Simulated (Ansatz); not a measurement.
## Electronic structure of Ta₃N in real space

Input

```
crystal:
  lattice:
    - [-1.7785175598, 1.7785175598, 4.810449773]
    - [1.7785175598, -1.7785175598, 4.810449773]
    - [1.7785175598, 1.7785175598, -4.810449773]
  atoms:
    - { symbol: Ta, position: [0.5, 0.5, 0.0] }
    - { symbol: Ta, position: [0.25, 0.75, 0.5] }
    - { symbol: Ta, position: [0.75, 0.25, 0.5] }
    - { symbol: "N", position: [0.0, 0.0, 0.0] }
basis:
  ecutwfc: 500
kpoints:
  mp_grid: { grid: [18, 18, 18] }
hamiltonian:
  xc: r2scan
scf:
  occupations: { method: gaussian, width: 0.1 }
output:
  forces: true
  stress: true
  eigenvalues: true
  write_density: true
  write_potential: true
  elf: true
  volumetric_format: npy
relax:
  adjacent_minimum: "off"
  f_tol: 0.01
  max_steps: 80
  cell: { stress_tol: 0.05 }
```

Run with:

```sh
ansatz run input.yaml --threads 1 --pin off --max-ram 2560MiB --backend cpu --events-out ev --progress --plain --runs-dir out
```

Below, planes, directions and counts refer to the conventional cell (a = 3.55 Å, b = 3.55 Å, c = 9.66 Å, α = 90.00°, β = 90.00°, γ = 90.00°).

The fields are those of the relaxed geometry.

Space group I4/mmm; started from the TiAl3 (D0_22)_139 prototype, which need not be the ambient phase.

Computed with Ansatz 0.2.0, DFT r2SCAN, scalar-relativistic, plane waves, PAW.

The density is the valence pseudo-density of a PAW calculation; it isn't the true density close to the nuclei.

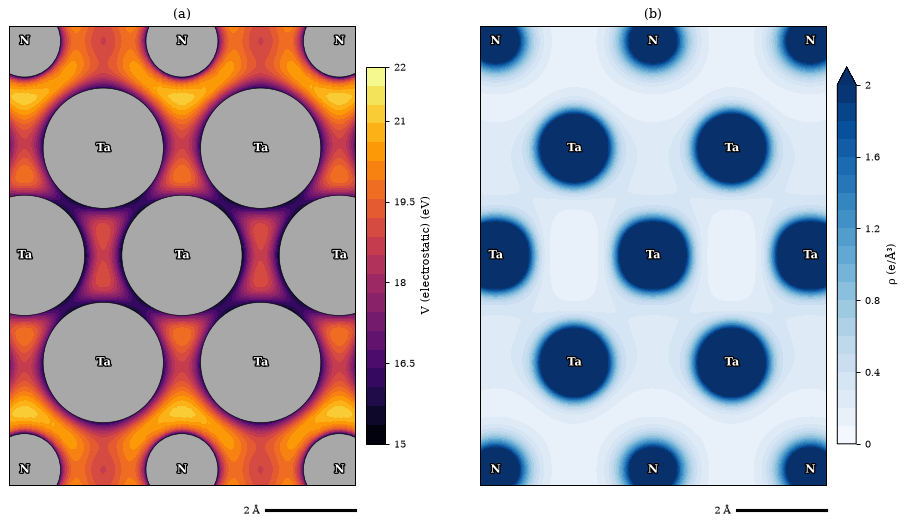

Figure 1. (a) electrostatic potential (local pseudopotential plus Hartree) felt by an electron; (b) valence electron density on the (100) plane of the conventional cell. Grey discs cover the atomic cores in the potential map.

Read the bonding off the picture.

The section cuts through Ta and N sites. Between the atoms the lowest density in this plane is 0.13 e/Å³. Outside the cores the potential energy rises away from the atoms and is highest about 1.3 Å from the nearest atoms; its zero is arbitrary.

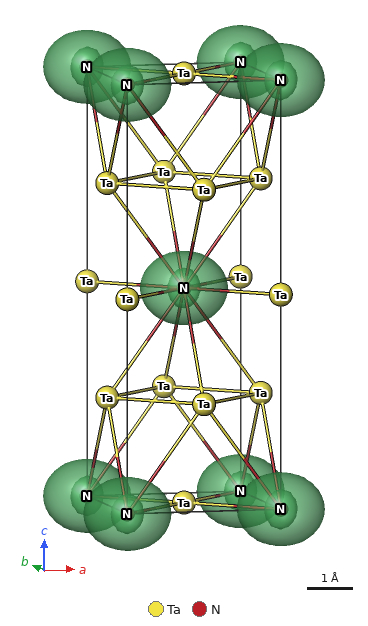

Figure 2. Isosurface of the electron localisation function at 0.65 (green), seen slightly off an axis. Only the valence region is drawn (cores and ρ < 0.01 e/Å³ removed). Sticks mark near contacts.

Identify the bonds, lone pairs and shells in this picture.

The ELF exceeds this value in two regions wrapped around N (the valence shell of each), counted in one cell of 8 atoms. Any copies at cell faces, edges or corners count once. Along the contacts the grid gives the following. Ta–N (2.51 Å): the ELF peaks at about 0.85 in the valence shell of N, 0.7 Å from its nucleus, and is about 0.10 at the midpoint: no shared electron pair shows on this line. Ta–Ta (2.51 Å): the ELF is about 0.30 at the midpoint.

Does the calculation give a band gap?

It is metallic or semimetallic at this level of theory: no gap opens; semilocal functionals without U, or without the true magnetic order, often close the gap of such compounds.
